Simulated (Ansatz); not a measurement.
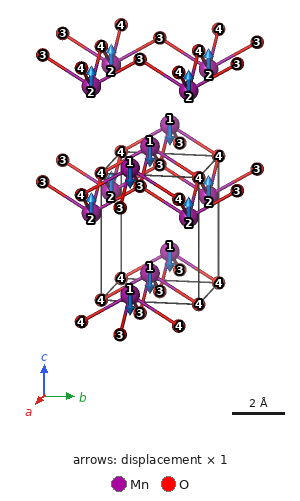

A relaxation of solid MnO (a generated structure, set up in P4/nmm) (coarse preliminary run). The starting structure is drawn; blue arrows show the displacements (the part carried along by the change of the cell is left out), at their true length.

A ball-and-stick model of the cell of the calculation, repeated 2 × 1 × 2 with one cell outlined, seen slightly off an axis.

Case: Sn → Mn on all its sites, cell and atoms relaxed.

The calculation used DFT PBE, scalar-relativistic, plane waves, PAW in Ansatz. Set-up: plane-wave cutoff 420 eV; k-point mesh 6 × 6 × 4; occupations gaussian; smearing width 0.1 eV; collinear spin; cell and atoms relaxed; force threshold 0.05 eV/Å; at most 60 steps.

Atoms of which element are displaced furthest, and by how much?

Answer. Manganese: up to 0.84 Å, against 0.00 Å for oxygen.

Describe the change and its energy.

Answer. The largest moves relative to the cell, 0.84 Å, are those of Mn1 and Mn2. Mn2 goes along +c. O stays in place. Cell: a = b 3.868 → 3.982 Å (+2.9 %), c 5.066 → 3.352 Å (−33.8 %). Volume −29.9 %. Among the contacts that change: Mn1–O3 2.255 → 1.992 Å. Among the angles between lasting bonds that change: O3–Mn1–O3 118.1° → 175.8°, Mn1–O3–Mn1 118.1° → 175.8°, Mn1–O3–Mn2 105.3° → 90.1°. The space group stays P4/nmm (No. 129). Over 14 accepted moves (18 points after the start) the energy falls by 700 meV per atom. The largest force component goes from 3.7 to 0.013 eV/Å. The pressure goes from −15.71 to −0.19 GPa. The line search rejected the trial steps at points 10, 11, 16 of the run. The SCF was repeated once at an unchanged geometry on a basis and grid sized afresh for the cell, which shifted the energy by 1.7 meV per atom at most. The run may lie on a higher electronic state than the lowest, so the end point isn't shown to be the ground-state structure. Cost: 3.5 min on 1 thread of Intel(R) Xeon(R) Platinum 8375C CPU @ 2.90GHz (Ice Lake), on a shared host, peak memory 0.48 GiB.
